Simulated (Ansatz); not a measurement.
# Run report: RbBr, field-gradient calculation

The run: field-gradient calculation of RbBr (2 atoms in the cell). Method and program: DFT, r2SCAN, all-electron PAW with datasets made for the crystal, scalar-relativistic, no spin polarisation (Ansatz 0.2.0).

It belongs to a series of runs on one base structure; here: volume scaled by 1, crystal datasets.

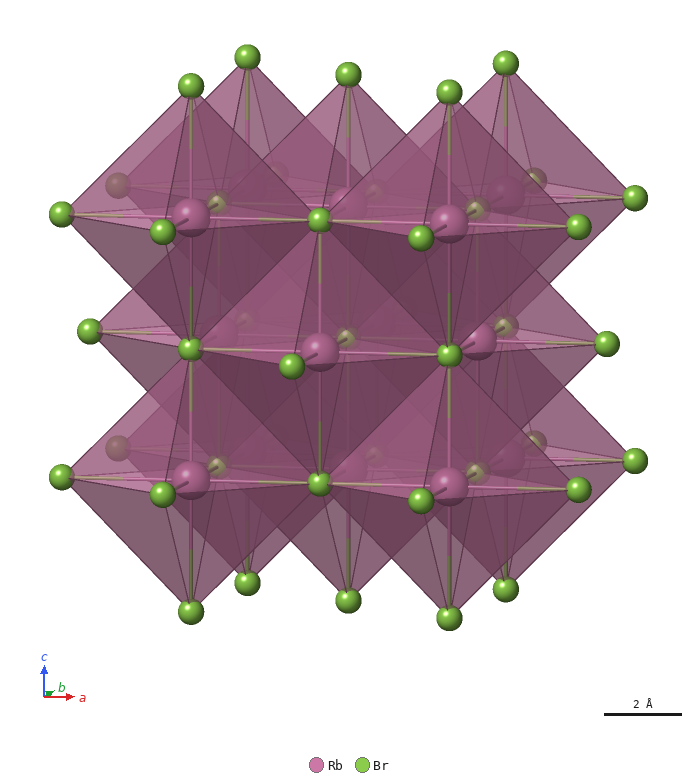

Fig. 1: The structure as given in the input (polyhedral view of the cell 4 times as large as that of the calculation, set on its symmetry axes, seen slightly off an axis; polyhedra are completed across the faces of the cell).

Input file:
```yaml
crystal:
  lattice:
    - [0.0, 3.4559503595, 3.4559503595]
    - [3.4559503595, 0.0, 3.4559503595]
    - [3.4559503595, 3.4559503595, 0.0]
  atoms:
    - { symbol: Rb, position: [0.0, 0.0, 0.0] }
    - { symbol: Br, position: [0.5, 0.5, 0.5] }
kpoints:
  mp_grid: { grid: [7, 7, 7] }
scf:
  occupations: { method: fermi_dirac, width: 0.03 }
hamiltonian:
  xc: r2scan
  pseudopotentials: { kind: all_electron, datasets: crystal }
output:
  forces: true
  stress: true
  eigenvalues: true
  efg: { contact_densities: true }
```

Launch command:
```bash
ansatz run input.yaml --threads 1 --pin off --max-ram 2048MiB --backend cpu --events-out ev --progress --plain --runs-dir out
```

The program's output:
```
hamiltonian.pseudopotentials.datasets: crystal makes datasets for this crystal and solves the spheres of its atoms anew in each pass: cutoff 200.0 eV, the density's 1400.0 eV; recipe ff778133239d.33.16, for an error of 0.50 meV an atom under PBE, 1.0 meV for the cell; an energy difference from a run of another recipe may be off by several times the error for the cell, under r2SCAN by more, where some 0.1 meV an atom stays at smaller errors; Br in spheres of 1.376 Å, 7 of its electrons in bands; Rb in spheres of 1.376 Å, 9 of its electrons in bands
Rb: output.efg is read without spin–orbit coupling, which moves field gradients at and beside such atoms by some per cent and up to a factor of two; PAW files take it under magnetization.noncollinear and magnetization.spin_orbit
Engine: ansatz 0.2.0, x86_64-unknown-linux-gnu
Pseudopotentials: kind: all_electron
Pseudopotential: Rb, paw, valence charge 9, recommended cutoff 200 eV (normal), crystal/all_electron/r2scan/scalar/gaussian/Rb, Koelling and Harmon's equation, gaussian nucleus
Pseudopotential: Br, paw, valence charge 7, recommended cutoff 200 eV (normal), crystal/all_electron/r2scan/scalar/gaussian/Br, Koelling and Harmon's equation, gaussian nucleus
Functional definition: r2SCAN
  parameter k0 = 0.174
  parameter k1 = 0.065
  parameter a1 = 4.9479
  exchange = r2scan_x(k0 = k0, k1 = k1, a1 = a1)
  correlation = r2scan_c
Crystal: 2 atoms, lattice volume = 82.553 Å³
Basis set: ecut = 200 eV, 531 PW (Γ), exchange–correlation on 90×90×90 points (27 copies of the dense FFT grid, shifted against one another)
Bands: 12, of which v1, the nominal top of the filled ones, is band 8 counted from 1 (7 counted from 0)
Symmetry: 48 space group operations
Space group: Fm-3m (ITA 225), of the structure as read, at distance tolerance 4.4e-5 Å
k-points: 20 of 343
Non-local potential: Rb, projectors of the file, l = 0: 2, l = 1: 2, l = 2: 2
Non-local potential: Br, projectors of the file, l = 0: 2, l = 1: 1
PAW form: soft (Blöchl's): semilocal exchange-correlation on the pseudo side does not see the compensation charge
PAW one-centre angular grid: Rb, 302 points (default); XC on its mesh's 1897 points in the sphere
PAW one-centre angular grid: Br, 302 points (default); XC on its mesh's 1905 points in the sphere
Initial density: superposition of atomic densities (neutral atoms: chi_scale 0, normalization atom)
Initial wavefunctions: pseudopotential atomic-orbital guess
Functional: x = r2scan, c = r2scan; τ floored in thin density (d = 2e-4 eV/Å³)
iter 1 solved again at ethr=5.91e-3 eV; its pass at ethr=1.00e-1 eV (dr2=9.46e-1 eV) is discarded
SCF iter   1: F=—  HF=-152078.179589 eV  |F-HF|=—  |Δ(HF+E_count)|=         —  Δρ=1.97e-2  dr2=9.28e-1  dr2_τ=1.16e-2  ethr=5.91e-3  ⟨swp⟩=4.3  Hψ=1382  notcnv=0
preconditioner: auto → none  [insulator: Δε(μ)=5.643 eV  Ē_g=14.270 eV  σ=0.030 eV  W_gap=1.00  n_scr=14 (ndim 8)  ℏωp=15.3 eV  f_vac=0.000  D(μ)=0.00/eV (n_scr^D=0)  ε∞_Penn≈2.1]
iter 2 solved again at ethr=3.09e-4 eV; its pass at ethr=5.80e-3 eV (dr2=4.95e-2 eV) is discarded
SCF iter   2: F=—  HF=-152077.863554 eV  |F-HF|=—  |Δ(HF+E_count)|=   3.16e-1  Δρ=7.82e-3  dr2=4.94e-2  dr2_τ=6.88e-3  ethr=3.09e-4  ⟨swp⟩=3.9  Hψ=1246  notcnv=0  defer=13
SCF iter   3: F=—  HF=-152077.885190 eV  |F-HF|=—  |Δ(HF+E_count)|=   2.16e-2  Δρ=3.62e-3  dr2=1.03e-2  dr2_τ=1.07e-5  ethr=3.09e-4  ⟨swp⟩=3.6  Hψ=571  notcnv=0  defer=4
SCF iter   4: F=—  HF=-152077.893682 eV  |F-HF|=—  |Δ(HF+E_count)|=   8.49e-3  Δρ=3.81e-4  dr2=1.82e-4  dr2_τ=6.01e-6  ethr=6.44e-5  ⟨swp⟩=3.7  Hψ=607  notcnv=0  defer=4
SCF iter   5: F=—  HF=-152077.897088 eV  |F-HF|=—  |Δ(HF+E_count)|=   3.41e-3  Δρ=4.22e-4  dr2=3.76e-5  dr2_τ=2.37e-5  ethr=1.14e-6  ⟨swp⟩=3.4  Hψ=583  notcnv=0  defer=4
SCF iter   6: F=—  HF=-152077.897369 eV  |F-HF|=—  |Δ(HF+E_count)|=   2.81e-4  Δρ=8.65e-5  dr2=1.91e-6  dr2_τ=2.71e-7  ethr=2.35e-7  ⟨swp⟩=3.0  Hψ=498  notcnv=0  defer=1
SCF iter   7: F=—  HF=-152077.897370 eV  |F-HF|=—  |Δ(HF+E_count)|=   1.73e-6  Δρ=7.67e-6  dr2=1.91e-8  dr2_τ=4.94e-9  ethr=1.20e-8  ⟨swp⟩=3.0  Hψ=466  notcnv=0  defer=1
SCF iter   8: F=-152077.897370 eV  HF=-152077.897370 eV  |F-HF|=7.86e-10  |Δ(HF+E_count)|=   3.29e-8  Δρ=8.93e-7  dr2=2.86e-10  dr2_τ=2.73e-10  ethr=1.19e-10  ⟨swp⟩=3.0  Hψ=550  notcnv=0  defer=1
SCF 1 converged in 8 iterations: F = -152077.897371 eV  dr2 = 2.86e-10
  Residual-converged pass: ⟨swp⟩=2.1  Hψ=329  notcnv=0  max |occ|·‖R‖ = 5.2e-6 eV (tolerance 5.3e-6 eV)  dr2=2.79e-10  dr2_τ=2.74e-10  dr2_onsite=7.37e-10  max |Δocc| = 0.0e0
  greatest PAW one-centre occupation: 0.970 electrons in one spin orbital (limit 2), on the Rb atom at site 0 (counted from 0), in its partial waves of l = 0
SCF converged after 8 iterations
Free energy (F): -152077.897371 eV
Harris-Foulkes:  -152077.897371 eV  (|F-HF|=7.86e-10)
Internal energy: -152077.897371 eV  (E = F + TS)
E sigma→0 (E₀):  -152077.897371 eV
Past the cutoff: the bands carry plane waves up to 2.50 times it, of which those up to 1.5 times it add -0.000952 eV an atom, each by itself; the spheres take 0.000308 eV an atom off the energy for waves past 2.50 times it
Past the cutoffs: a stress includes 0.0020 GPa for waves and charges beyond them, in addition to the slope of what the spheres take
In the spheres:  the bands' charges fall short by 1.8e-6 e at most (sound up to 1e-3)
Fermi energy:    4.557544 eV
--- Per-component energies (eV) ---
  E_band       = -97.376872
  E_kinetic    = 258.469364
  E_local      = -519.132861  (includes V_loc(G=0)·N_el)
  E_nonlocal   = 25.876757
  E_hartree    = 229.387371
  E_xc         = -161.955935
  E_vxc        = -229.461602  (∫ρ·V_xc dr)
  E_paw        = -152498.471968  (= ΣΔE_a)
  E_vpaw       = -1457.572092  (= ΣTr[D̂ρ^β])
  E_vtau       = 13.852233  (kinetic-family band-sum trace: ∫τ·v_τ [+ j·A + Jᵃ·Aᵃ] dr)
  E_ewald      = -763.886346
  E_smearing   = -0.000000  (= −TS)
  E_closure    = 1351.816248  (closes the sum)
  Σ components = -152077.897371   (vs F -152077.897371, Δ=0.00e0)
  The terms above E_closure are by the made datasets' own strengths, without shells solved beside the bands.
--- Forces (eV/Å), atoms counted from 1 ---
  atom   1  Rb    -0.00000000     0.00000000     0.00000000
  atom   2  Br     0.00000000     0.00000000     0.00000000
  max |Σ_I F_I| component: 6.11e-30 eV/Å
--- Stress (GPa, compression-positive) ---
        0.083045       0.000000      -0.000000
        0.000000       0.083045       0.000000
        0.000000       0.000000       0.083045
  P = ⅓ Tr σ = 0.0830 GPa (0.830 kbar)
--- PAW observables at the nuclei: V_zz in 10²¹ V/m², potentials from the cell's mean, atoms counted from 1 ---
  atom   1  Rb V_zz =    -0.000000   η = 0.0000   by run symmetry: forbidden
            electrostatic potential = -5303.286520 V   contact ρ = 361485.099604 e/Å³
  atom   2  Br V_zz =    -0.000000   η = 0.0000   by run symmetry: forbidden
            electrostatic potential = -4905.389639 V   contact ρ = 292858.926804 e/Å³
--- Band table (eV; the first three rows and the last of 20) ---
  k-point 0: bands = ["-23.1672", "-10.5083", "-6.6775", "-6.6775", "-6.6775", "2.0716", "2.0716", "2.0716", "6.9756", "9.9491"]
  k-point 1: bands = ["-23.1656", "-10.5154", "-6.6786", "-6.6786", "-6.6685", "1.8581", "2.0066", "2.0066", "7.4410", "9.7873"]
  k-point 2: bands = ["-23.1620", "-10.5310", "-6.6812", "-6.6812", "-6.6486", "1.4550", "1.8674", "1.8674", "8.4703", "9.7575"]
  k-point 19: bands = ["-23.1565", "-10.4862", "-6.7979", "-6.7619", "-6.6642", "1.5680", "1.7040", "1.7708", "9.3237", "10.0078"]
```

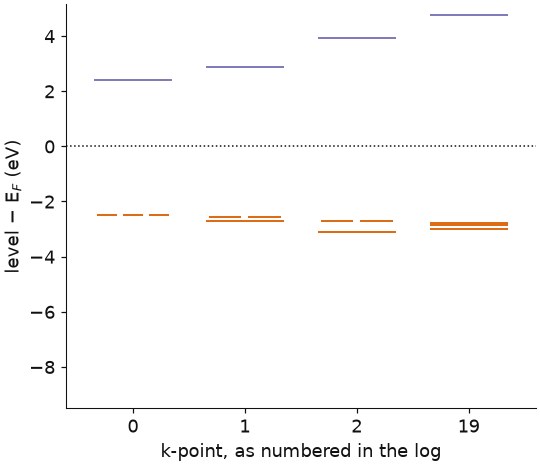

Fig. 2: Kohn–Sham levels near the Fermi level (dotted) at the few k-points that the log prints; levels within 0.02 eV of each other stand side by side. Among these points the highest filled and lowest empty levels are 4.90 eV apart, which is the gap on the mesh.

Summary:

| quantity | value |
| --- | --- |
| outcome | converged |
| space group (tolerance 0.01 Å) | Fm-3m (225) |
| electrons in bands (core shells apart) | 16 |
| free energy | −152077.8974 eV |
| Fermi energy | 4.558 eV |
| gap on the k-point mesh | 4.90 eV |
| pressure | 0.08 GPa |
| field gradient V_zz (10²¹ V/m²) | zero at all sites |
| largest force (length of the vector) | under 0.001 eV/Å |
| hardware | 1 thread of Intel Xeon (Sapphire Rapids), 16 GiB of memory available, shared host |
| wall time | 4.6 s |
| peak memory | 0.51 GiB |

Notes:

Warnings of the run: the field gradients leave out spin–orbit coupling.
